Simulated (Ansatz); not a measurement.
Geometry relaxation, with input and output: C (part 1 of 2)

C (8 atoms in the cell), computed with DFT PBE, scalar-relativistic, plane waves, PAW, PAW set soft_1, no spin polarisation (Ansatz 0.2.0).

The structure derives from an entry of the Crystallography Open Database. Figures and captions count atoms from 1; the log counts them from 0 in places.

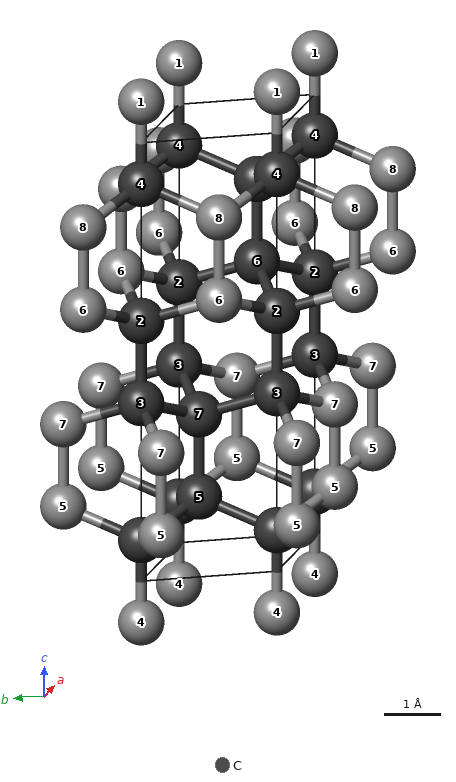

Fig. 1: The starting structure (ball-and-stick view of the cell of the calculation, seen at an oblique angle; neighbours outside the cell are drawn fainter; atoms are numbered from 1 in the order of the input). Near neighbours in the crystal (not all of them lie inside the picture): C has 4 C at 1.54 Å.

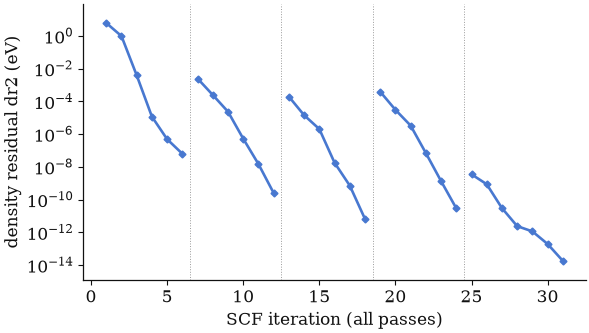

Fig. 2: Convergence of the self-consistent field: density residual dr2 against the SCF iteration. The dotted lines part the SCF passes of the relaxation: geometry steps, rejected trials and re-solves on a re-selected basis. The 5 passes take 6 to 7 iterations each, 31 in all.

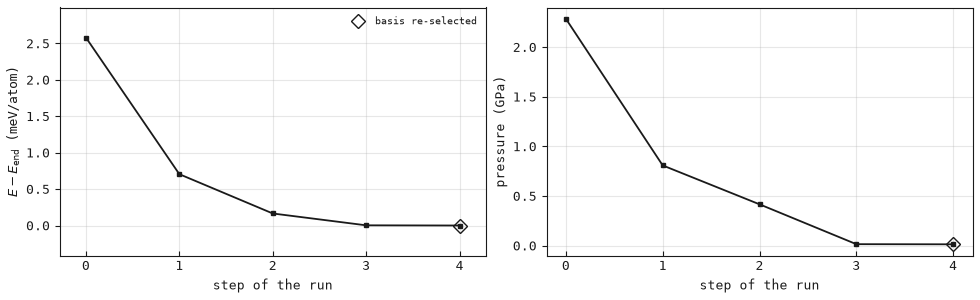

Fig. 3: Progress of the relaxation, step by step (the first geometry is step 0 here and step 1 in the log).

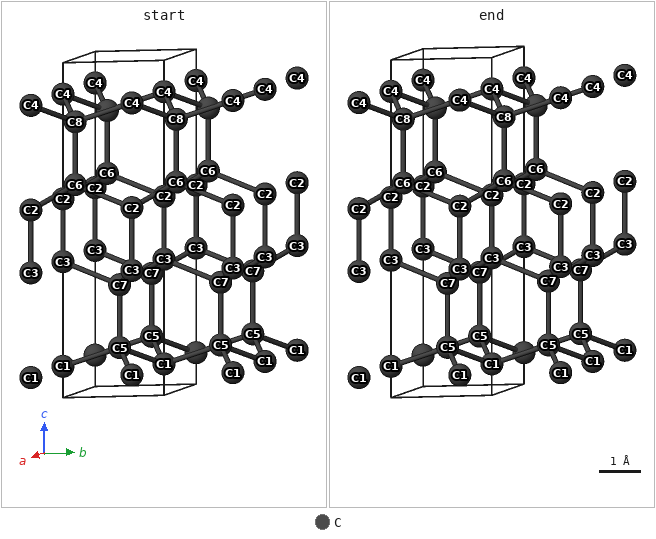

Fig. 4: Before (left) and after (right) the relaxation, at one scale (ball-and-stick view of the cell of the calculation, repeated 2 × 2 × 1, seen slightly off an axis). The largest moves relative to the cell, 0.006 Å, are those of 8 atoms (C1, C2, C3, C4 and others). The drawn cell changes as follows: a = b 2.522 → 2.518 Å (−0.2 %), c 8.237 → 8.305 Å (+0.8 %); the volume changes by +0.5 %. Distances before and after: C5–C7 1.544 → 1.569 Å. The space group stays P6_3/mmc (No. 194). Over 3 geometry steps the energy falls by 2.6 meV per atom. The largest force component goes from 0.33 to 0.0011 eV/Å. The pressure goes from 2.29 to 0.01 GPa. A last SCF at the same geometry on a re-selected plane-wave basis shifts the energy by next to nothing (0.0 meV per atom). (Atoms are counted from 1 in the order of the input.)

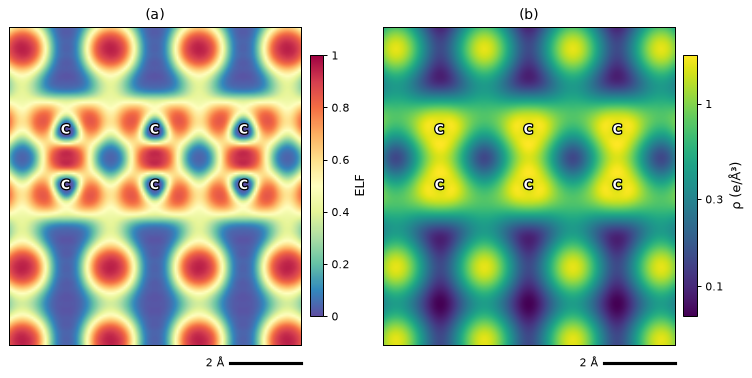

Fig. 5: (a) ELF; (b) valence charge density (pseudo) on the (100) plane of the conventional cell. C–C (1.57 Å): the density is about 1.5 e/Å³ at the midpoint; the ELF peaks at about 0.95 between the atoms (a covalent bond). Away from the nuclei the density in this plane falls to 0.07 e/Å³ at its lowest. Core electrons are frozen (PAW), so the fields are smoothed inside the atomic spheres.

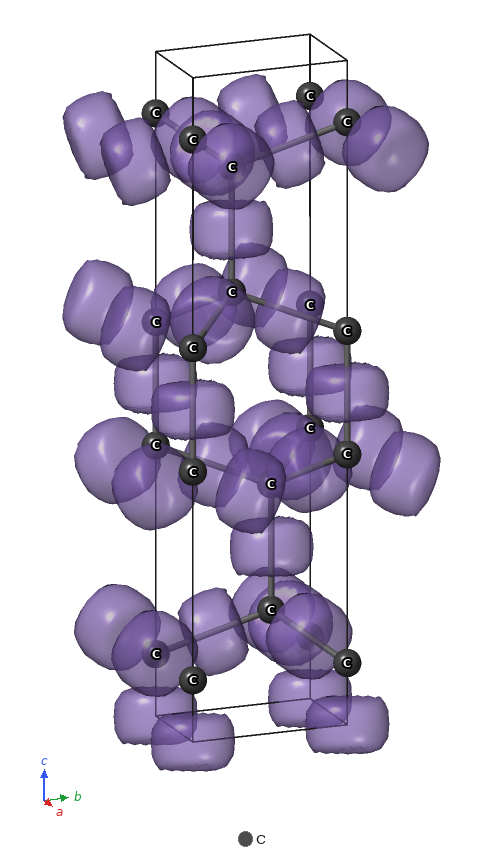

Fig. 6: Isosurface of the electron localisation function at 0.7 (purple), seen slightly off an axis. Only the valence region is drawn (cores and ρ < 0.01 e/Å³ removed). Sticks mark near contacts. The outline is the cell set on symmetry axes. Values along the shortest contacts:

The input and output of the run follow.

## Input file
```yaml
crystal:
  lattice:
    - [2.5220988435, 0.0, 0.0]
    - [-1.2610494217, 2.1842016693, 0.0]
    - [0.0, 0.0, 8.2371]
  atoms:
    - { symbol: C, position: [0.0, 0.0, 0.09375] }
    - { symbol: C, position: [0.0, 0.0, 0.59375] }
    - { symbol: C, position: [0.0, 0.0, 0.40625] }
    - { symbol: C, position: [0.0, 0.0, 0.90625] }
    - { symbol: C, position: [0.3333333333, 0.6666666667, 0.15625] }
    - { symbol: C, position: [0.6666666667, 0.3333333333, 0.65625] }
    - { symbol: C, position: [0.3333333333, 0.6666666667, 0.34375] }
    - { symbol: C, position: [0.6666666667, 0.3333333333, 0.84375] }
basis:
  ecutwfc: 520.0
kpoints:
  mp_grid: { grid: [12, 12, 4] }
hamiltonian:
  xc: pbe
  pseudopotentials: { kind: paw, azcp: { folder: soft_1 } }
scf:
  occupations: { method: gaussian, width: 0.02 }
output:
  forces: true
  stress: true
  eigenvalues: true
  write_density: true
  write_potential: true
  elf: true
  volumetric_format: npy
relax:
  adjacent_minimum: "off"
  f_tol: 0.005
  max_steps: 80
  cell: { stress_tol: 0.05 }
```

Launch command:
```bash
ansatz run input.yaml --threads 2 --pin off --max-ram 4096MiB --backend cpu --events-out ev --progress --plain --runs-dir out
```

## Output
```
Engine: ansatz 0.2.0, aarch64-unknown-linux-gnu
Pseudopotentials: kind: paw
Pseudopotential: C, paw, valence charge 4, recommended cutoff 420 eV (normal), [file]
Functional definition: PBE
  parameter kappa = 0.804
  parameter beta = 0.06672455060314922
  exchange = pbe_x(kappa = kappa, mu = beta*pi^2/3)
  correlation = pbe_c(beta = beta)
Crystal: 8 atoms, lattice volume = 45.376 Å³
Basis set: ecut = 520 eV, 1231 PW (Γ), exchange–correlation on 40×40×128 points (8 copies of the dense FFT grid, shifted against one another)
Bands: 24, of which v1, the nominal top of the filled ones, is band 16 counted from 1 (15 counted from 0)
Symmetry: 24 space group operations
Space group: P63/mmc (ITA 194), of the structure as read, at distance tolerance 3.6e-5 Å
k-points: 57 of 576
Non-local potential: C, projectors of the file, l = 0: 2, l = 1: 2, l = 2: 1
PAW form: soft (Blöchl's): semilocal exchange-correlation on the pseudo side does not see the compensation charge
PAW one-centre angular grid: C, 110 points (default); XC on 64 Gauss nodes
Initial density: superposition of atomic densities (chi_scale 0.1, normalization cell)
Initial wavefunctions: pseudopotential atomic-orbital guess
Functional: x = pbe(κ = 0.804, μ = 0.2195149727645171), c = pbe(β = 0.06672455060314922)
SCF iter   1: F=—  HF=-2008.600208 eV  |F-HF|=—  |Δ(HF+E_count)|=         —  Δρ=1.39e-1  dr2=6.18e0  ethr=3.10e-3  ⟨swp⟩=6.0  Hψ=6423  notcnv=0
preconditioner: auto → none  [insulator: Δε(μ)=5.157 eV  Ē_g=17.156 eV  σ=0.020 eV  W_gap=1.00  n_scr=6 (ndim 8)  ℏωp=31.2 eV  f_vac=0.000  D(μ)=0.00/eV (n_scr^D=0)  ε∞_Penn≈4.3]
SCF iter   2: F=—  HF=-2006.626128 eV  |F-HF|=—  |Δ(HF+E_count)|=    1.97e0  Δρ=5.75e-2  dr2=9.72e-1  ethr=3.10e-3  ⟨swp⟩=2.9  Hψ=3271  notcnv=0  defer=131
SCF iter   3: F=—  HF=-2006.376666 eV  |F-HF|=—  |Δ(HF+E_count)|=   2.49e-1  Δρ=5.02e-3  dr2=3.89e-3  ethr=3.04e-3  ⟨swp⟩=2.9  Hψ=2456  notcnv=0  defer=131
SCF iter   4: F=—  HF=-2006.378768 eV  |F-HF|=—  |Δ(HF+E_count)|=   2.10e-3  Δρ=2.65e-4  dr2=1.16e-5  ethr=1.22e-5  ⟨swp⟩=2.8  Hψ=2389  notcnv=0  defer=131
SCF iter   5: F=—  HF=-2006.378756 eV  |F-HF|=—  |Δ(HF+E_count)|=   1.20e-5  Δρ=4.51e-5  dr2=4.85e-7  ethr=3.61e-8  ⟨swp⟩=2.0  Hψ=2272  notcnv=0  defer=131
SCF iter   6: F=-2006.378756 eV  HF=-2006.378756 eV  |F-HF|=3.13e-8  |Δ(HF+E_count)|=   2.21e-7  Δρ=1.27e-5  dr2=6.26e-8  ethr=3.13e-10  ⟨swp⟩=15.7  Hψ=10170  notcnv=0
SCF 1 converged in 6 iterations: F = -2006.378756 eV  dr2 = 6.26e-8
  greatest PAW one-centre occupation: 0.647 electrons in one spin orbital (limit 2), on the C atom at site 7 (counted from 0), in its partial waves of l = 0
relax step   1: F+E_penalty+E_count = -2006.37875628 eV  Δ(F+E_penalty+E_count) = +0.000e0 eV  max|allowed force component| = 3.279e-1 eV/Å  Δτ_max = 0.0000 Å  P = +2.286 GPa  Ω = 45.376 Å³  (6 SCF iters, dr2 threshold 1.00e-7 eV, accepted)
Crystal: 8 atoms, lattice volume = 45.512 Å³
Basis set: ecut = 520 eV, 1243 PW (Γ), exchange–correlation on 40×40×128 points (8 copies of the dense FFT grid, shifted against one another)
Initial density: handed on by an earlier stage of this run
Initial wavefunctions: those handed on with the density
iter 1 solved again at ethr=7.76e-6 eV; its pass at ethr=3.10e-3 eV (dr2=2.48e-3 eV) is discarded
SCF iter   1: F=—  HF=-2006.394314 eV  |F-HF|=—  |Δ(HF+E_count)|=         —  Δρ=2.85e-3  dr2=2.48e-3  ethr=7.76e-6  ⟨swp⟩=2.5  Hψ=9032  notcnv=0
preconditioner: auto → none  [insulator: Δε(μ)=4.498 eV  Ē_g=16.992 eV  σ=0.020 eV  W_gap=1.00  n_scr=6 (ndim 8)  ℏωp=31.1 eV  f_vac=0.000  D(μ)=0.00/eV (n_scr^D=0)  ε∞_Penn≈4.4]
SCF iter   2: F=—  HF=-2006.393768 eV  |F-HF|=—  |Δ(HF+E_count)|=   5.47e-4  Δρ=1.14e-3  dr2=2.46e-4  ethr=7.74e-6  ⟨swp⟩=2.2  Hψ=2178  notcnv=0
SCF iter   3: F=—  HF=-2006.393761 eV  |F-HF|=—  |Δ(HF+E_count)|=   6.33e-6  Δρ=3.47e-4  dr2=2.33e-5  ethr=7.68e-7  ⟨swp⟩=2.4  Hψ=2314  notcnv=0
iter 4 did not close the SCF: its close was put off for the readings that it lacked (scf_convergence_deferred on its scf_iter line)
SCF iter   4: F=-2006.393764 eV  HF=-2006.393764 eV  |F-HF|=3.21e-7  |Δ(HF+E_count)|=   2.46e-6  Δρ=6.00e-5  dr2=5.22e-7  ethr=7.27e-8  ⟨swp⟩=2.2  Hψ=1899  notcnv=0
iter 5 did not close the SCF: its close was put off for the readings that it lacked (scf_convergence_deferred on its scf_iter line)
SCF iter   5: F=-2006.393764 eV  HF=-2006.393764 eV  |F-HF|=5.91e-9  |Δ(HF+E_count)|=   4.02e-7  Δρ=8.77e-6  dr2=1.47e-8  ethr=1.63e-9  ⟨swp⟩=2.4  Hψ=2280  notcnv=0
SCF iter   6: F=-2006.393764 eV  HF=-2006.393764 eV  |F-HF|=2.08e-10  |Δ(HF+E_count)|=   8.50e-9  Δρ=1.18e-6  dr2=2.49e-10  ethr=4.59e-11  ⟨swp⟩=5.5  Hψ=7218  notcnv=0
SCF 2 converged in 6 iterations: F = -2006.393764 eV  dr2 = 2.49e-10
  greatest PAW one-centre occupation: 0.647 electrons in one spin orbital (limit 2), on the C atom at site 3 (counted from 0), in its partial waves of l = 0
relax step   2: F+E_penalty+E_count = -2006.39376409 eV  Δ(F+E_penalty+E_count) = -1.501e-2 eV  max|allowed force component| = 3.616e-1 eV/Å  Δτ_max = 0.0073 Å  P = +0.809 GPa  Ω = 45.512 Å³  energy of the carried Pulay correction = -1.335e-5 eV  (6 SCF iters, dr2 threshold 8.00e-7 eV, accepted)
Crystal: 8 atoms, lattice volume = 45.557 Å³
iter 1 solved again at ethr=6.25e-7 eV; its pass at ethr=3.10e-3 eV (dr2=2.00e-4 eV) is discarded
SCF iter   1: F=—  HF=-2006.398130 eV  |F-HF|=—  |Δ(HF+E_count)|=         —  Δρ=7.21e-4  dr2=1.94e-4  ethr=6.25e-7  ⟨swp⟩=2.9  Hψ=7850  notcnv=0
preconditioner: auto → none  [insulator: Δε(μ)=4.505 eV  Ē_g=16.983 eV  σ=0.020 eV  W_gap=1.00  n_scr=6 (ndim 8)  ℏωp=31.1 eV  f_vac=0.000  D(μ)=0.00/eV (n_scr^D=0)  ε∞_Penn≈4.4]
SCF iter   2: F=—  HF=-2006.398081 eV  |F-HF|=—  |Δ(HF+E_count)|=   4.90e-5  Δρ=2.74e-4  dr2=1.43e-5  ethr=6.07e-7  ⟨swp⟩=2.0  Hψ=1859  notcnv=0
SCF iter   3: F=—  HF=-2006.398081 eV  |F-HF|=—  |Δ(HF+E_count)|=   6.79e-7  Δρ=1.13e-4  dr2=2.03e-6  ethr=4.47e-8  ⟨swp⟩=2.1  Hψ=2244  notcnv=0
iter 4 did not close the SCF: its close was put off for the readings that it lacked (scf_convergence_deferred on its scf_iter line)
SCF iter   4: F=-2006.398082 eV  HF=-2006.398082 eV  |F-HF|=1.21e-8  |Δ(HF+E_count)|=   5.12e-7  Δρ=1.11e-5  dr2=1.78e-8  ethr=6.34e-9  ⟨swp⟩=2.4  Hψ=2249  notcnv=0
iter 5 did not close the SCF: its close was put off for the readings that it lacked (scf_convergence_deferred on its scf_iter line)
SCF iter   5: F=-2006.398082 eV  HF=-2006.398082 eV  |F-HF|=4.29e-10  |Δ(HF+E_count)|=   1.39e-8  Δρ=2.00e-6  dr2=7.11e-10  ethr=5.57e-11  ⟨swp⟩=2.7  Hψ=2343  notcnv=0
SCF iter   6: F=-2006.398082 eV  HF=-2006.398082 eV  |F-HF|=7.05e-12  |Δ(HF+E_count)|=  5.54e-10  Δρ=1.86e-7  dr2=6.52e-12  ethr=2.22e-12  ⟨swp⟩=4.8  Hψ=6402  notcnv=0
SCF 3 converged in 6 iterations: F = -2006.398082 eV  dr2 = 6.52e-12
relax step   3: F+E_penalty+E_count = -2006.39808199 eV  Δ(F+E_penalty+E_count) = -4.318e-3 eV  max|allowed force component| = 1.888e-1 eV/Å  Δτ_max = 0.0029 Å  P = +0.417 GPa  Ω = 45.557 Å³  energy of the carried Pulay correction = -1.775e-5 eV  (6 SCF iters, dr2 threshold 8.00e-7 eV, accepted)
Crystal: 8 atoms, lattice volume = 45.602 Å³
iter 1 solved again at ethr=1.23e-6 eV; its pass at ethr=3.10e-3 eV (dr2=3.95e-4 eV) is discarded
```
